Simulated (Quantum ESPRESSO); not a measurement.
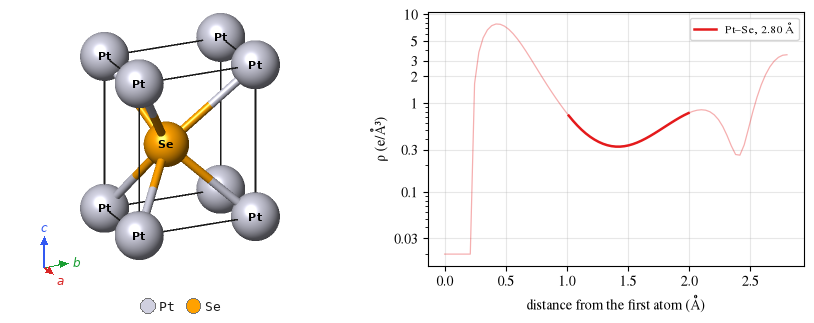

Figure 1: PtSe. Valence pseudo-density along straight lines between neighbouring atoms. Thin, pale parts lie inside the atomic spheres. The structure is drawn too.

Space group P-6m2; a generated structure, not necessarily the stable one; built by placing these elements on a known structure type; computed pressure about −12 GPa in this cell; spin-polarised, but the moments vanished.

Level of theory: Kohn-Sham DFT of a periodic cell, PBE, GBRV 1.5 PBE (Quantum ESPRESSO 7.5).

Core electrons are replaced by pseudopotentials, and the valence fields are smoothed inside the atomic spheres.

> What can be read from the curves?

Pt–Se (2.80 Å): the density is about 0.32 e/Å³ at the midpoint.
